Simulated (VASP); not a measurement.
**Lattice of CuI (Marshite) across functionals and dispersion corrections**

Which functional gives the lattice of CuI (Marshite) as experiment finds it, and is a dearer one worth its cost? The levels: PBE, LDA, r2SCAN and PBE + D3(BJ). The start is a cell from a database of measured crystal structures.

Program: VASP 6.6.1. Level of theory: PBE; plane waves and PAW (Cu, I), in the first sound run; inputs show where later runs differ. Results are calculated unless marked as measured.

The experiments to compare with:

For CuI, zinc blende (gamma) (solution-grown single crystal, (111) facets), “Determination of acoustic phonon anharmonicities via second-order Raman scattering in CuI” (2023, arxiv:2305.18931) gives, by X-ray diffraction: lattice constant a (cubic lattice constant) 6.053 ± 0.003 Å [measurement temperature not stated, presumably room temperature].

The database entry behind the starting cell differs from later determinations by our own check (about 0.15 % long (mineral sample)), so it need not match the best structure at ambient conditions.

## 1. Set-up

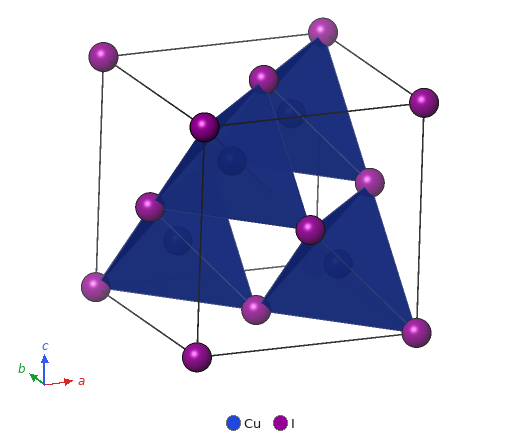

The cell as given, slightly off an axis (copper blue, iodine purple). This picture shows the conventional cell, with its axes. Bonds to atoms that aren't drawn are left out. Some periodic images of atoms are drawn too.

Structure file:

```cif
data_structure
_symmetry_space_group_name_H-M 'P 1'
_symmetry_Int_Tables_number 1
_cell_length_a 4.2872
_cell_length_b 4.2872
_cell_length_c 4.2872
_cell_angle_alpha 60.000
_cell_angle_beta 60.000
_cell_angle_gamma 60.000
_cell_volume 55.72
loop_
_atom_site_label
_atom_site_type_symbol
_atom_site_fract_x
_atom_site_fract_y
_atom_site_fract_z
_atom_site_occupancy
Cu1 Cu 0.25000 0.25000 0.25000 1
I2 I 0.00000 0.00000 0.00000 1
```

## 2. Relaxation with PBE

The start need not lie at this functional's minimum. ISIF = 3 frees volume, shape and positions, and EDIFFG sets the threshold on forces and stress at which the search stops. PBE, the usual starting point, adds the gradient of the density.

The input, INCAR:

```
SYSTEM = CuI
PREC = Accurate
ENCUT = 520
EDIFF = 1E-06
NELM = 100
ISMEAR = -1
SIGMA = 0.05
LREAL = .FALSE.
ALGO = Normal
GGA = PE
NBANDS = 15
LASPH = .TRUE.
LORBIT = 11
LWAVE = .FALSE.
LCHARG = .FALSE.
KPAR = 2
IBRION = 2
NSW = 60
ISIF = 3
EDIFFG = -0.01
```

The input, POSCAR:

```
CuI
1.0
    0.0000000000      3.0315000000      3.0315000000
    3.0315000000      0.0000000000      3.0315000000
    3.0315000000      3.0315000000      0.0000000000
Cu I
1 1
Direct
    0.2500000000      0.2500000000      0.2500000000
    0.0000000000      0.0000000000      0.0000000000
```

The input, KPOINTS:

```
Automatic mesh
0
Gamma
6 6 6
0 0 0
```

Potentials, in the order of the species: Cu and I (PBE family, release 64).

Started as:

```bash
$ mpirun -np 2 vasp_std
```

What it wrote:

```text
[banner, memory and clock lines left out]
running    2 mpi-ranks, on    1 nodes
 distrk:  each k-point on    1 cores,    2 groups
 distr:  one band on    1 cores,    1 groups

 POSCAR found type information on POSCAR CuI
 POSCAR found :  2 types and       2 ions
 LDA part: xc-table for (Slater+PW92), standard interpolation
 POSCAR, INCAR and KPOINTS ok, starting setup
 FFT: planning ... GRIDC
 FFT: planning ... GRID_SOFT
 FFT: planning ... GRID
 WAVECAR not read
 entering main loop
       N       E                     dE             d eps       ncg     rms          rms(c)
DAV:   1     0.959582013580E+02    0.95958E+02   -0.76476E+03   480   0.126E+03
DAV:   2     0.613958761593E+00   -0.95344E+02   -0.88022E+02   487   0.238E+02
DAV:   3    -0.559618868447E+01   -0.62101E+01   -0.61149E+01   634   0.657E+01
DAV:   4    -0.576667027179E+01   -0.17048E+00   -0.17041E+00   550   0.103E+01
DAV:   5    -0.577606533673E+01   -0.93951E-02   -0.93948E-02   725   0.274E+00    0.527E+00
DAV:   6    -0.570015121539E+01    0.75914E-01   -0.27779E+00   508   0.463E+01    0.338E+00
DAV:   7    -0.556031087766E+01    0.13984E+00   -0.66373E-01   543   0.277E+01    0.167E+00
DAV:   8    -0.556181975462E+01   -0.15089E-02   -0.36203E-02   752   0.272E+00    0.439E-01
DAV:   9    -0.555955472144E+01    0.22650E-02   -0.90197E-03   599   0.288E+00    0.138E-01
DAV:  10    -0.555975109488E+01   -0.19637E-03   -0.63758E-04   599   0.166E-01    0.382E-02
DAV:  11    -0.555975269921E+01   -0.16043E-05   -0.17323E-04   641   0.390E-01    0.321E-02
DAV:  12    -0.555975145181E+01    0.12474E-05   -0.11721E-05   741   0.592E-02    0.231E-02
DAV:  13    -0.555974999193E+01    0.14599E-05   -0.79053E-06   629   0.891E-02    0.525E-03
DAV:  14    -0.555975075807E+01   -0.76614E-06   -0.20600E-06   512   0.172E-02
   1 F= -.55597508E+01 E0= -.55597506E+01  d E =-.555975E+01
 curvature:   0.00 expect dE= 0.000E+00 dE for cont linesearch  0.000E+00
 trial: gam= 0.00000 g(F)=  0.111E-45 g(S)=  0.891E-03 ort = 0.000E+00 (trialstep = 0.100E+01)
 search vector abs. value=  0.891E-03
 bond charge predicted
       N       E                     dE             d eps       ncg     rms          rms(c)
DAV:   1    -0.557792844137E+01   -0.18178E-01   -0.26932E-01   480   0.120E+01    0.102E+00
DAV:   2    -0.556688633981E+01    0.11042E-01   -0.14428E-01   480   0.119E+01    0.407E-01
DAV:   3    -0.556096866320E+01    0.59177E-02   -0.27935E-02   480   0.534E+00    0.187E-01
DAV:   4    -0.556037575223E+01    0.59291E-03   -0.19489E-03   657   0.503E-01    0.631E-02
DAV:   5    -0.556035320428E+01    0.22548E-04   -0.44960E-05   695   0.106E-01    0.536E-02
DAV:   6    -0.556033296625E+01    0.20238E-04   -0.16803E-05   734   0.861E-02    0.811E-03
DAV:   7    -0.556033309291E+01   -0.12666E-06   -0.36113E-06   634   0.329E-02
   2 F= -.55603331E+01 E0= -.55603330E+01  d E =-.582335E-03
 trial-energy change:   -0.000582  1 .order   -0.000524   -0.000891   -0.000156
 step:   1.1379(harm=  1.2130)  dis= 0.00000  next Energy=    -5.560344 (dE=-0.593E-03)
 reached required accuracy - stopping structural energy minimisation
```

Wall time 16 s (2 MPI ranks of AMD EPYC 7R43, shared host); peak memory 0.31 GiB.

Lines that name or quote the potential files are left out of all logs, and their timing lines are given in words.

OUTCAR, selected parts (step 2):

```text
ion  position               nearest neighbor table
   1  0.250  0.250  0.250-   2 2.63   2 2.63   2 2.63   2 2.63
   2  0.000  0.000  0.000-   1 2.63   1 2.63   1 2.63   1 2.63

  LATTYP: Found a face centered cubic cell.
 ALAT       =     6.0630000000

 Subroutine GETGRP returns: Found 24 space group operations
 (whereof 24 operations were pure point group operations)

The static configuration has the point symmetry T_d .

 Found     16 irreducible k-points:

   k-points           NKPTS =     16   k-points in BZ     NKDIM =     16   number of bands    NBANDS=     15

   dimension x,y,z NGX =    32 NGY =   32 NGZ =   32
   dimension x,y,z NGXF=    64 NGYF=   64 NGZF=   64

   ENCUT  =  520.0 eV  38.22 Ry    6.18 a.u.   7.97  7.97  7.97*2*pi/ulx,y,z

   NELECT =      18.0000    total number of electrons

 k-points in reciprocal lattice and weights: Automatic mesh
   0.00000000  0.00000000  0.00000000       0.005
   0.16666667  0.00000000  0.00000000       0.037
   0.33333333  0.00000000  0.00000000       0.037
   0.50000000  0.00000000  0.00000000       0.019
   0.16666667  0.16666667  0.00000000       0.028
   0.33333333  0.16666667  0.00000000       0.111
   0.50000000  0.16666667  0.00000000       0.111
  -0.33333333  0.16666667  0.00000000       0.111
  -0.16666667  0.16666667  0.00000000       0.056
[...]
-0.33333333  0.33333333  0.16666667       0.111
  -0.33333333  0.50000000  0.16666667       0.056

 average (electrostatic) potential at core
       1 -65.9292       2 -92.3821

 E-fermi :   4.9372

 k-point     1 :       0.0000    0.0000    0.0000
  band No.  band energies     occupation
    ...
      5       2.5273      2.00000
      6       2.5273      2.00000
      7       4.3457      1.99999
      8       4.3457      1.99999
      9       4.3457      1.99999
     10       5.4675      0.00005
     11       9.2250      0.00000
     12       9.2250      0.00000
     13       9.2250      0.00000
     14      12.5125      0.00000
    ...

 k-point     2 :       0.1667    0.0000    0.0000
  band No.  band energies     occupation
    ...
      5       2.5187      2.00000
      6       2.5187      2.00000
      7       3.4924      2.00000
      8       4.1564      2.00000
      9       4.1565      2.00000
     10       6.3948      0.00000
     11       9.2174      0.00000
     12       9.5668      0.00000
     13       9.5668      0.00000
     14      13.0807      0.00000
    ...

 k-point     3 :       0.3333    0.0000    0.0000
  band No.  band energies     occupation
    ...
      5       2.5293      2.00000
      6       2.5293      2.00000
      7       2.8172      2.00000
      8       3.8163      2.00000
      9       3.8163      2.00000
     10       6.5848      0.00000
     11       9.8219      0.00000
     12       9.8219      0.00000
     13      10.7397      0.00000
     14      13.0011      0.00000
    ...

  Total        0.0194817      0.0194817      0.0194817     -0.0000000     -0.0000000      0.0000000
  in kB        0.5557156      0.5557156      0.5557156     -0.0000000     -0.0000000      0.0000000
  external PRESSURE =       0.5557156 kB  Pullay stress =       0.0000000 kB

  energy-cutoff  :      520.00
  volume of cell :       56.17
      direct lattice vectors                 reciprocal lattice vectors
    -0.000000000  3.039614164  3.039614164    -0.164494562  0.164494562  0.164494562
     3.039614164  0.000000000  3.039614164     0.164494562 -0.164494562  0.164494562
     3.039614164  3.039614164  0.000000000     0.164494562  0.164494562 -0.164494562

 POSITION                                       TOTAL-FORCE (eV/Angst)
 -----------------------------------------------------------------------------------
      1.51981      1.51981      1.51981        -0.000000     -0.000000     -0.000000
      3.03961      6.07923      3.03961         0.000000      0.000000      0.000000
 -----------------------------------------------------------------------------------
    total drift:                                0.000001      0.000001      0.000001

  FREE ENERGIE OF THE ION-ELECTRON SYSTEM (eV)
  ---------------------------------------------------
  free  energy   TOTEN  =        -5.5603330929 eV

  energy  without entropy=       -5.5603328076  energy(sigma->0) =       -5.56033295

 reached required accuracy - stopping structural energy minimisation

 total charge
# of ion       s       p       d       tot
------------------------------------------
    1        0.324   0.256   9.335   9.915
    2        1.493   2.760   0.052   4.305
--------------------------------------------------
tot          1.816   3.016   9.387  14.219

[... 3 further parts left out ...]
```

CONTCAR:

```
CuI
   1.00000000000000
    -0.0000000000000000    3.0396141636690306    3.0396141636690306
     3.0396141636690306    0.0000000000000000    3.0396141636690306
     3.0396141636690306    3.0396141636690306    0.0000000000000000
  Cu              I
     1     1
Direct
     0.2500000000000000    0.2500000000000000    0.2500000000000000
     1.0000000000000000    0.0000000000000000    1.0000000000000000
```

The gap is read on the k-mesh alone, so it is an upper bound where the band edges lie off the mesh. The run keeps the 24 symmetry operations of its start, so it cannot find a distortion of lower symmetry.

Relaxation path:

| step | energy less that of the first step (eV) | largest force (eV/Å) | pressure (GPa) | volume (Å³) |
| --- | --- | --- | --- | --- |
| 1 | 0.0000 | 0.0000 | 0.32 | 55.72 |
| 2 | -0.0006 | 0.0000 | 0.06 | 56.17 |

| conventional cell, symmetrised | before | after | change |
| --- | --- | --- | --- |
| a (Å) | 6.063 | 6.079 | +0.3 % |
| b (Å) | 6.063 | 6.079 | +0.3 % |
| c (Å) | 6.063 | 6.079 | +0.3 % |
| volume (Å³/atom) | 27.86 | 28.08 | +0.8 % |

The relaxed structure:

```cif
data_structure
_symmetry_space_group_name_H-M 'P 1'
_symmetry_Int_Tables_number 1
_cell_length_a 4.2987
_cell_length_b 4.2987
_cell_length_c 4.2987
_cell_angle_alpha 60.000
_cell_angle_beta 60.000
_cell_angle_gamma 60.000
_cell_volume 56.17
loop_
_atom_site_label
_atom_site_type_symbol
_atom_site_fract_x
_atom_site_fract_y
_atom_site_fract_z
_atom_site_occupancy
Cu1 Cu 0.25000 0.25000 0.25000 1
I2 I 0.00000 0.00000 0.00000 1
```

Numbers from this step:

```yaml
electrons: 18
bands: 15
irreducible_k_points: 16
symmetry_operations: 24
free_energy_toten: -5.560 eV
fermi_energy: 4.937 eV
pressure: 0.05557 GPa
metallic: no
valence_top_at_k: 0, 0, 0
conduction_bottom_at_k: 0, 0, 0
least_direct_gap_at_k: 0, 0, 0
scf_cycles_over_all_ionic_steps: 21
gap_on_the_k_mesh: 1.122 eV
least_direct_gap_on_the_k_mesh: 1.122 eV
```

It ends with forces that vanish by symmetry and a pressure of 0.06 GPa. The volume lies +0.8 % from that of the database's start. The conventional cell has a = 6.079 Å.

(Continued in part 2 of 2.)

[Lines on the potential files, build, host, timing and source positions are cut from VASP's logs without a mark.]

[Logs are printed without paths, hosts, clocks, repeated set-up lines and the standing remarks that a program may print on its own settings, such as how far it seeks lower states.]

[Hosts, paths, dates, database ids (printed as entryN), source tags and the programs' standing remarks are cut or masked in the printed files.]

[A measured line is paired with the nearest computed mode of its activity, which favours agreement.]
